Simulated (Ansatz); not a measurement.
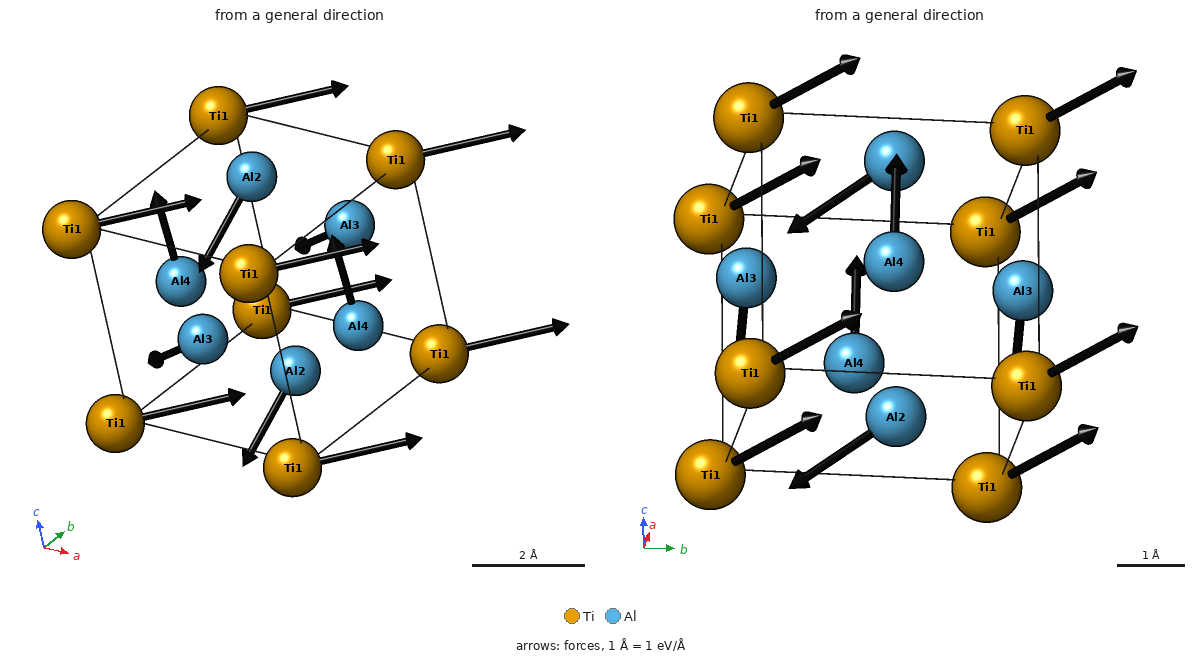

Spheres-only representation of a periodic structure, projected from two general directions. The wireframe shows the simulation cell. The arrows are the computed forces on the atoms.

System: TiAl$_{3}$. Computational set-up: Ansatz, DFT PBE, scalar-relativistic, plane waves, PAW, an energy cutoff of 420 eV, Brillouin-zone sampling on a 10×10×10 mesh, Gaussian smearing of 0.1 eV, no spin polarisation.

> Judging by the arrows, is the geometry relaxed?

No. The atoms still feel forces of up to about 2 eV/Å, far above a usual threshold of 0.01 to 0.03 eV/Å.

> Which atom has the biggest force on it?

Ti1, about 2 eV/Å.

> What is the mean force per element?

Mean magnitudes: about Ti 2 eV/Å, Al 1.5 eV/Å.

The initial geometry was a structure listed in the Materials Project. The cell was then strained or its atoms displaced on purpose. A calculation with Ansatz used it as input.
